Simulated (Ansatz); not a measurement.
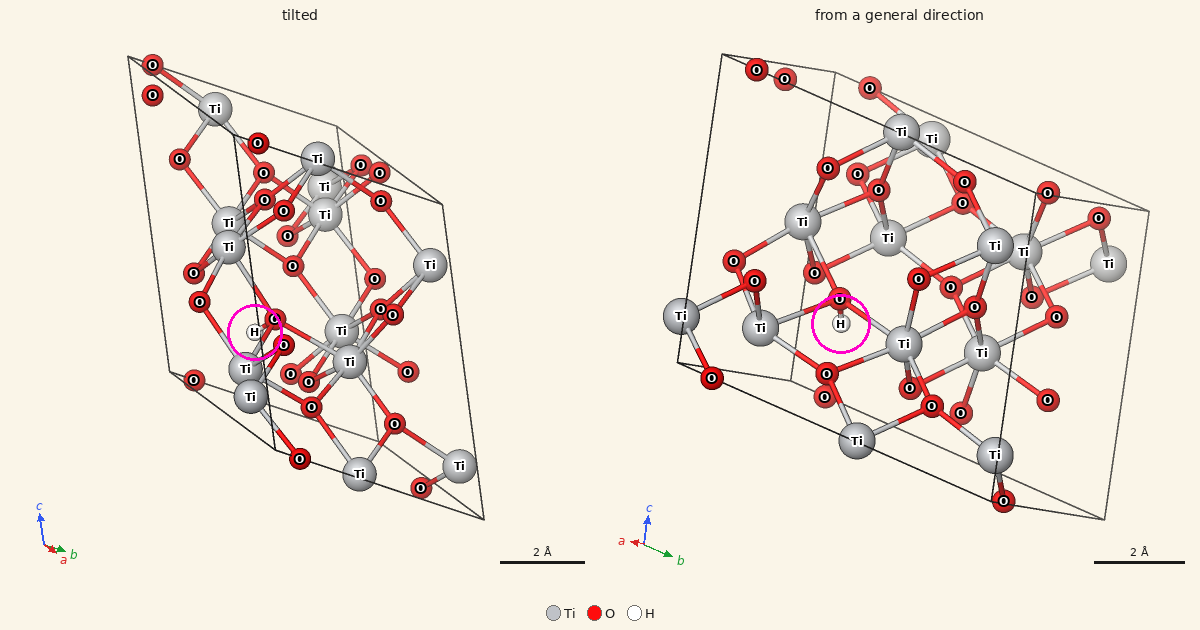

A ball-and-stick picture of a crystal structure, seen slightly off an axis and from a general direction. The parallelepiped is the supercell. The host is TiO2, in a cell of 30 sites, and the cell carries a charge of +1. A ring marks the defect's site.

Where does the cell differ from the host, and how?

Answer. An interstitial hydrogen atom. It is bonded to one O at about 1.0 Å. Not all metal-metal contacts are counted.

The atoms were relaxed in the host's cell with DFT PBE, scalar-relativistic, plane waves, PAW (Ansatz).
